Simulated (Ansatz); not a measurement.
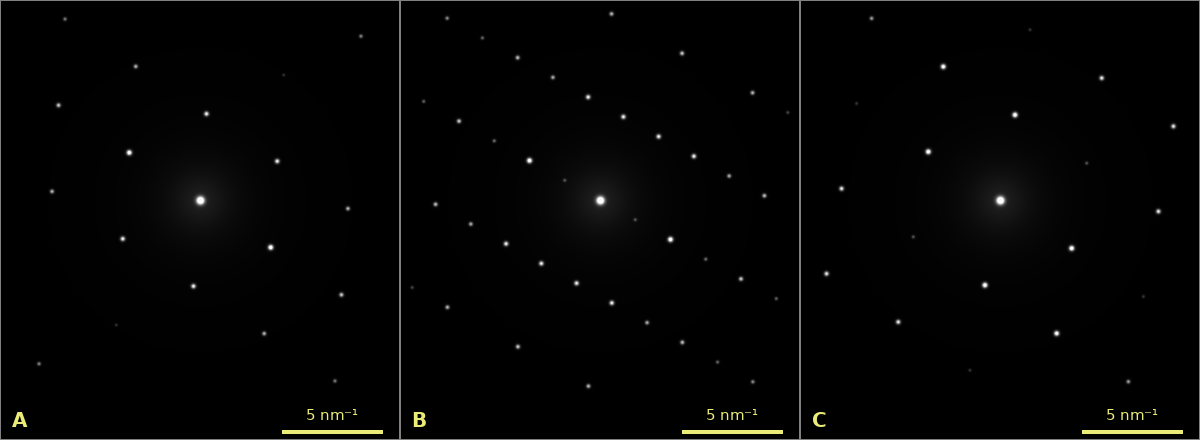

The patterns are kinematic simulations for 200 kV electrons (no multiple scattering; isotropic B = 0.5 Å²).

All three come from Pd, space group Fmmm (No. 69), a = 2.760 Å, b = 4.699 Å, c = 9.903 Å. Structure: the geometry relaxed with DFT PBE, scalar-relativistic, plane waves, PAW (Ansatz); the starting structure was generated, so it need not be a known form of this composition.

```
Pd
1.0
     2.76014    0.00000    0.00000
     0.00000    4.69875    0.00000
     0.00000    0.00000    9.90304
Pd
8
Cartesian
  1.3801 0.0000 3.6512
  0.0000 0.0000 1.3003
  1.3801 2.3494 8.6027
  0.0000 2.3494 6.2518
  0.0000 0.0000 8.6027
  1.3801 0.0000 6.2518
  0.0000 2.3494 3.6512
  1.3801 2.3494 1.3003
```

Question: Assign the zone axes [011], [101], [110] to A, B and C.

Answer: A is [101]: centred rectangular net of 0 2 0 at d = 2.35 Å and 1 1 -1 at d = 2.31 Å, at 60.5°. B is [110]: centred rectangular net of 0 0 2 (weak) at d = 4.95 Å and 1 -1 1 at d = 2.31 Å, at 76.5°. C is [011]: centred rectangular net of 1 -1 1 at d = 2.31 Å and 1 1 -1 at d = 2.31 Å, at 66.1°.
